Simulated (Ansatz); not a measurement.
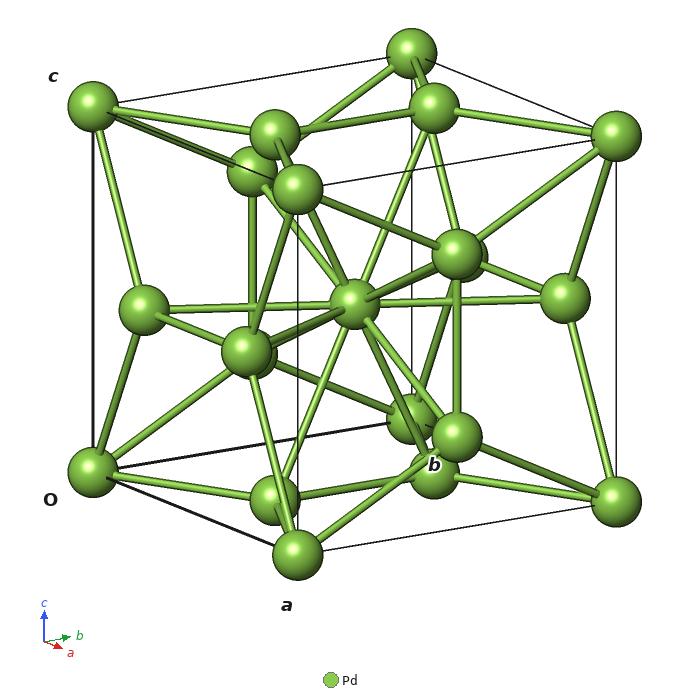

One unit cell is drawn above. Crystal: Pd, the input geometry of an electronic-structure calculation (not necessarily at equilibrium); the starting structure was generated, so it need not be a known form of this composition. Symmetry computed with spglib at a tolerance of 0.002 Å; standard conventional cell.

```xyz
8
Lattice="5.0635 0.0000 0.0000 0.0000 5.0635 0.0000 0.0000 0.0000 5.0635" Properties=species:S:1:pos:R:3 pbc="T T T"
Pd    0.0000    0.0000    0.0000
Pd    2.5318    2.5318    2.5318
Pd    1.2659    0.0000    2.5318
Pd    3.7976    0.0000    2.5318
Pd    2.5318    1.2659    0.0000
Pd    2.5318    3.7976    0.0000
Pd    0.0000    2.5318    1.2659
Pd    0.0000    2.5318    3.7976
```

> What is its point group?

m-3m (Oh), order 48, cubic system: three fourfold axes, four threefold axes, six twofold axes, nine mirror planes, an inversion centre.

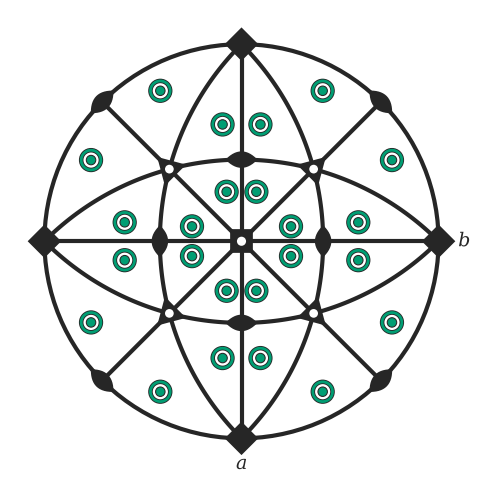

Stereographic projection: filled dots lie in the upper hemisphere, open rings in the lower; heavy lines are mirror planes (a heavy rim: a mirror in the plane of the page); lens, triangle, square and hexagon are 2-, 3-, 4- and 6-fold axes, a lens in an open square is −4, a triangle in an open hexagon −6; thin dashed diameters join the ends of axes that lie in the page; a small open circle marks inversion. The poles are one general form. The c axis points at the viewer.

> What does this class allow?

Class m-3m is centrosymmetric, so neither piezoelectric nor pyroelectric; it is not chiral. Its Laue class is m-3m.
